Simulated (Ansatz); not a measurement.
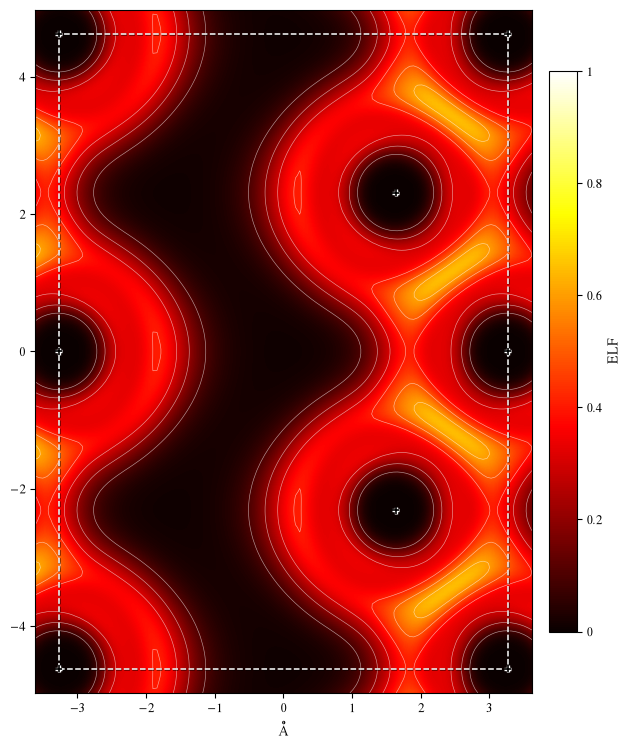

The electron localisation function on a plane through atoms (crosses mark nuclei in the plane).

Method: Ansatz 0.2.0, DFT PBEsol, scalar-relativistic, plane waves, PAW.

Candidates:
A. Sn, a = 6.54 Å, b = 6.54 Å, c = 6.54 Å, α = 90.00°, β = 90.00°, γ = 90.00°. Space group Fd-3m.
B. TaAs (slab), a = 3.43 Å, b = 3.43 Å, c = 25.63 Å, α = 90.00°, β = 90.00°, γ = 90.00°. 

**Which system is this?**

Candidate A: Sn on the (110) plane of the conventional cell, which holds Sn. Sn–Sn (2.83 Å): the ELF peaks at about 0.65 between the atoms.
